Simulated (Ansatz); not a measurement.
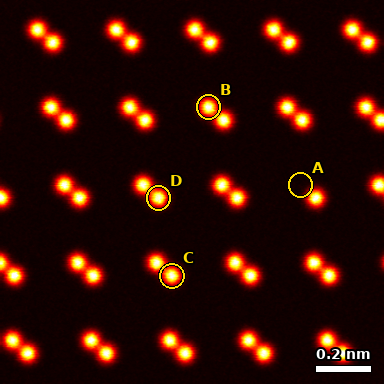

Dark-field STEM-like image of Sm (P6_3/mmc, No. 194) along [211]. The image is simulated as a sum over atoms of Z^1.6, blurred by a 0.50 Å probe (no channelling). Shot noise and a slight drift were added.

The sample is 1 repeat (9.1 Å) thick. One point defect was put into the perfect crystal, without relaxing the atoms around it. Brightness is counted from the darkest point of the image. Host structure: the end point of a relaxation with DFT PBE, scalar-relativistic, plane waves, PAW in Ansatz; the starting structure was generated, so it need not be a known form of this composition.

Q: Which ringed column holds the defect, and does it scatter more or less than its equals?

A; it scatters less. The column holds 1 atom (Sm) through the sample, and one Sm atom is missing, so its peak vanishes.
